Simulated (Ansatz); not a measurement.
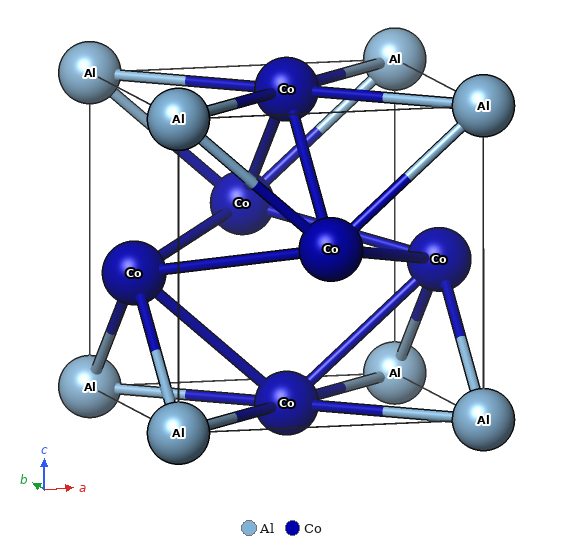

The figure gives a ball-and-stick picture of the atoms, viewed slightly off an axis. The parallelepiped is the conventional unit cell. Cell: a = 3.53 Å, b = 3.53 Å, c = 3.53 Å, α = 90.00°, β = 90.00°, γ = 90.00°.

The starting point was a structure listed in the Materials Project. The cell was then strained or its atoms displaced on purpose. It went into a calculation with Ansatz.

Question: Give a description of the structure.

Answer: The solid is AlCo$_{3}$. The atoms follow space group P-4m2 (No. 115); the Bravais lattice is primitive tetragonal. In the cell are 1 Al, 3 Co, which makes 1 formula unit. The coordination, counted out to bonding distance, is Al 8 and Co 8. Not all metal-metal contacts are counted.

Theory: DFT PBEsol, scalar-relativistic, plane waves, PAW in Ansatz 0.2.0. Numerical settings: plane waves up to 420 eV, 14×14×14 k-mesh, Gaussian smearing of 0.15 eV, collinear spins.

Question: Which atoms carry magnetic moments in this run, and how do they order?

Answer: The state reached is ferromagnetic. Sizes: Co 1.3 μB; net moment 3.7 μB in the run's cell of 4 atoms.

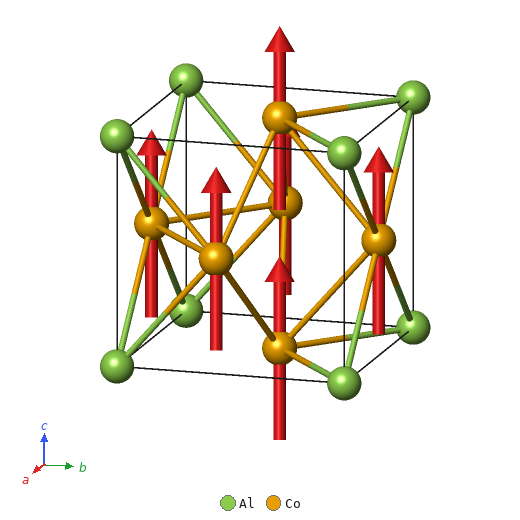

Site moments above 0.25 μB as arrows, small induced ones on non-metal atoms left out (red along the largest or up, blue against, purple across). The run's cell of 4 atoms is drawn, so axes and origin can differ from the first picture.

Question: What is the electronic character?

Answer: A metal: bands cross the Fermi level.

Question: Has the structure come to rest?

Answer: No. The largest force is 1.76 eV/Å, on Co. The pressure is 4.5 GPa, so the cell would expand.

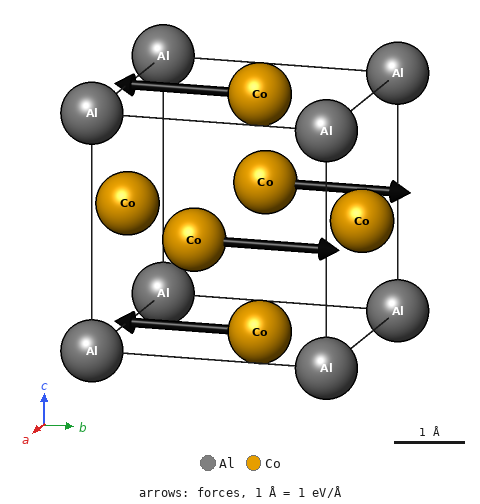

The forces as arrows. The run's cell of 4 atoms is drawn, so axes and origin can differ from the first picture.
